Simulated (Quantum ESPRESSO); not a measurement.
# GaSb: 7 runs along one coordinate

System: GaSb (Immm, 2 atoms in the cell).
Method: Kohn-Sham DFT of a periodic cell, PBEsol, GBRV 1.5 PBEsol, no spin polarisation (Quantum ESPRESSO 7.5).

The 7 runs differ only in the geometry, by an even scaling of the cell at fixed fractional positions. The structure derives from a Materials Project entry.

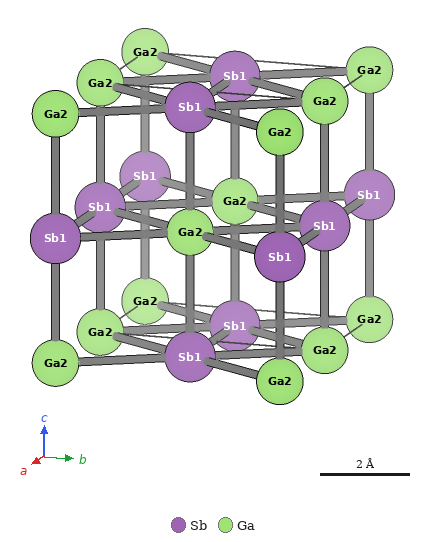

Figure 1. The structure of run 4 (ball-and-stick view of the cell 2 times as large as that of the calculation, set on its symmetry axes, repeated 2 × 1 × 1, seen slightly off an axis; atoms are numbered from 1 in the order of the input). An atom can appear more than once, as a periodic image.

## Input of run 4
```
&CONTROL
  calculation = 'scf'
  prefix = 'pwscf'
  outdir = './tmp'
  pseudo_dir = './pseudo'
  tstress = .true.
  disk_io = 'nowf'
/
&SYSTEM
  ibrav = 0
  nat = 2
  ntyp = 2
  ecutwfc = 56
  ecutrho = 448
  nbnd = 25
  occupations = 'smearing'
  smearing = 'fd'
  degauss = 0.00367493
/
&ELECTRONS
  conv_thr = 4d-10
  electron_maxstep = 120
  mixing_beta = 0.5
/
ATOMIC_SPECIES
Sb   121.7600 sb_pbesol_v1.4.uspp.F.UPF
Ga    69.7230 ga_pbesol_v1.4.uspp.F.UPF
CELL_PARAMETERS angstrom
  -1.5559010000    2.6750030000    2.8933130000
   1.5559010000   -2.6750030000    2.8933130000
   1.5559010000    2.6750030000   -2.8933130000
ATOMIC_POSITIONS crystal
Sb     0.5000000000    0.5000000000    0.0000000000
Ga     0.0000000000    0.0000000000    0.0000000000
K_POINTS automatic
10 10 10 0 0 0
```

Command:
```bash
OMP_NUM_THREADS=1 mpirun -n 2 pw.x -nk 2 -in pw.in > pw.out
```

Run 6 differs from it as follows:
```diff
-  -1.5559010000    2.6750030000    2.8933130000
-   1.5559010000   -2.6750030000    2.8933130000
-   1.5559010000    2.6750030000   -2.8933130000
+  -1.5763757296    2.7102044447    2.9313872741
+   1.5763757296   -2.7102044447    2.9313872741
+   1.5763757296    2.7102044447   -2.9313872741
```

## Results, with one run withheld

| run | volume per atom (Å³) | free energy per atom, from the lowest run given (meV) | pressure (GPa) |
| --- | --- | --- | --- |
| 1 | 22.639 | 0.00 | 0.41 |
| 2 | 23.121 | 0.64 | −0.89 |
| 3 | 23.602 | 4.96 | −2.04 |
| 4 | 24.084 | 12.54 | −3.06 |
| 5 | 24.566 | 22.98 | −3.95 |
| 6 | 25.048 | ? | ? |
| 7 | 25.529 | 51.13 | −5.43 |

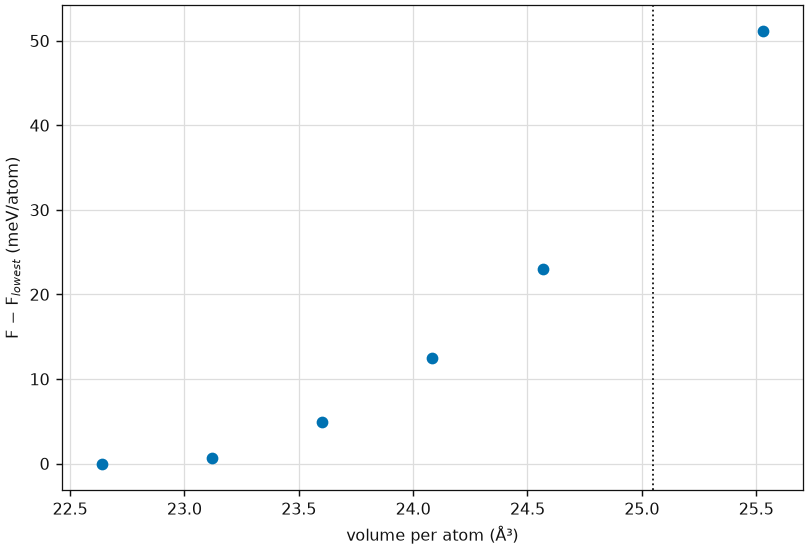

Figure 2. Free energy per atom of the runs given; the dotted line marks run 6.

Fit the runs given and predict run 6.

A cubic polynomial in V^(−2/3) (the Birch–Murnaghan form), fitted to the 6 runs given, misses them by under 0.01 meV per atom. With x = V^(−2/3) − 0.12055 Å⁻², it reads F = 9.1511 − 4872.4 x + 6.2367e+05 x² + 2.4263e+06 x³ (meV per atom). At run 6 it gives 35.96 meV per atom, and the run itself gives 35.95. The slope of the fit gives a pressure −dF/dV of −4.70 GPa there, and the run prints −4.74 GPa. The fit has its minimum at 22.799 Å³ per atom, where V d²F/dV² gives 62.9 GPa. Cell shape and fractional positions are held, so this is the stiffness under even scaling; the relaxed bulk modulus wasn't computed.

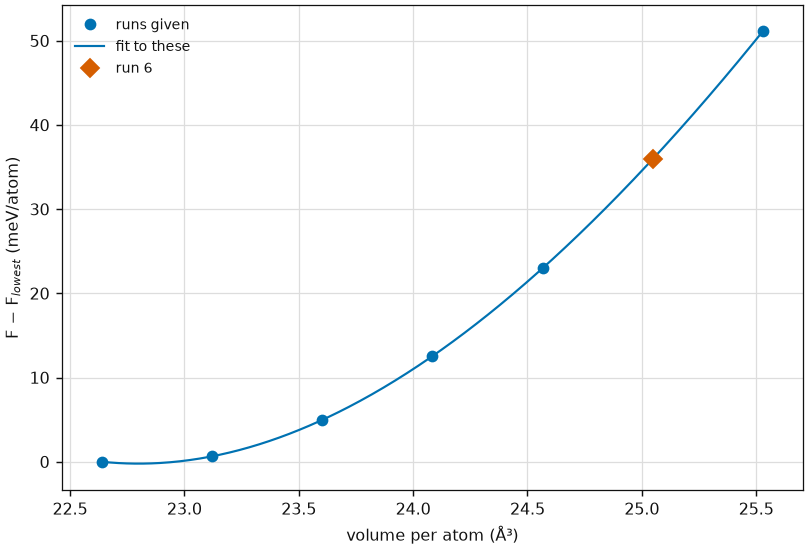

Figure 3. The fit and the withheld run.

## Some lines of the output (run 6)
```
[...]
     total energy              =    -599.93377540 Ry
     total energy              =    -599.36720590 Ry
     total energy              =    -599.60622939 Ry
     total energy              =    -599.56301701 Ry
     total energy              =    -599.58726228 Ry
     total energy              =    -599.58764057 Ry
     total energy              =    -599.58764466 Ry
     total energy              =    -599.58764507 Ry
     total energy              =    -599.58764515 Ry
     the Fermi energy is     9.8510 ev
!    total energy              =    -599.58764515 Ry
     The total energy is F=E-TS. E is the sum of the following terms:
     Computing stress (Cartesian axis) and pressure
          total   stress  (Ry/bohr**3)                   (kbar)     P=      -47.40
```
